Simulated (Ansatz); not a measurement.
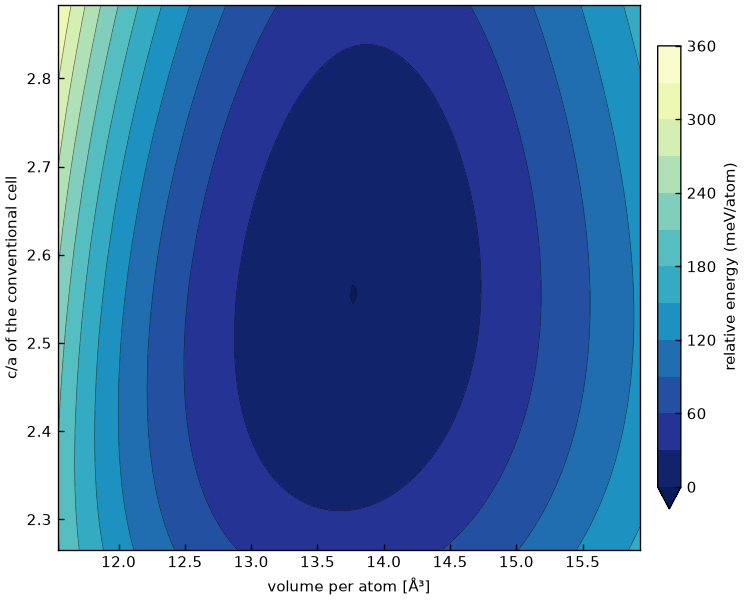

SnO₂ (I4_1/amd, No. 141; 6 atoms in the cell). The energy is mapped over volume and the cell's shape. First axis: volume per atom. Second axis: c/a of the conventional cell. Relaxed at each point: the atoms inside the fixed cell. Grid: 5 × 5 points. Points are written as (first, second). All energies are given in meV/atom relative to the lowest grid point. The band gap closes in part of the range. Method: Ansatz, DFT PBEsol, scalar-relativistic, plane waves, PAW. Settings: cutoff 520 eV, k-mesh 10×10×10, gaussian smearing 0.05 eV, no spin polarisation.

The picture shows filled contours. Between grid points the surface is interpolated.

The lowest grid point is at (13.74 Å³, 2.556). It is the only kind of minimum in the scanned range. The highest grid point, (11.54 Å³, 2.883), lies 332 meV/atom above the lowest. Round the minimum the two coordinates are weakly coupled (coupling −0.11 in units of the two stiffnesses).

The level of theory is changed to DFT LDA, scalar-relativistic, plane waves, PAW in Ansatz 0.2.0; with it change the cell, relaxed at the new level (first cell vector 5.811 Å, before 5.857 Å); the new grid has 5 × 5 points. 

**How does the landscape change?**

The minimum (interpolated where it lies between grid points) moves from (13.74 Å³, 2.556) to (13.36 Å³, 2.563). The curvature at the minimum changes from about 0.41 to 0.46 eV/(Å³)² along volume per atom and by less than a tenth (about 5.6) eV per unit squared along c/a of the conventional cell (per cell).

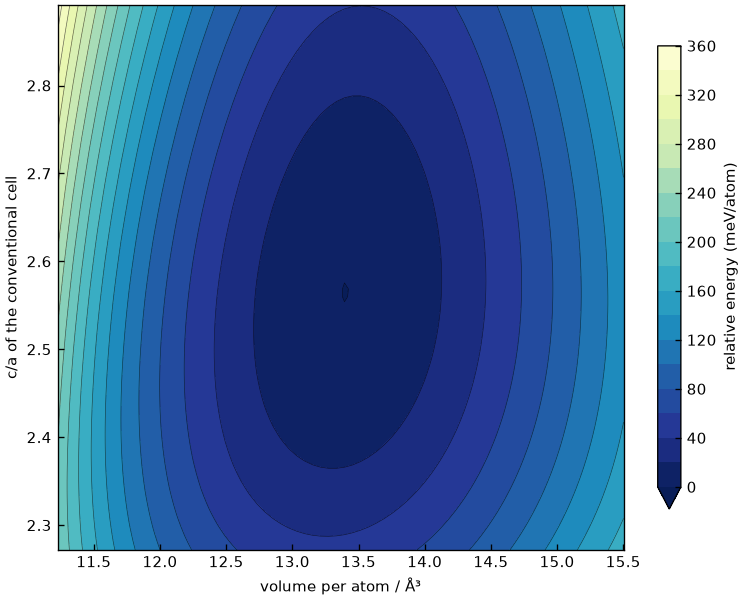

The map after the change, on a colour scale of its own. In the figure: filled contours. Between grid points the surface is interpolated.

PAW datasets: the set soft_1.
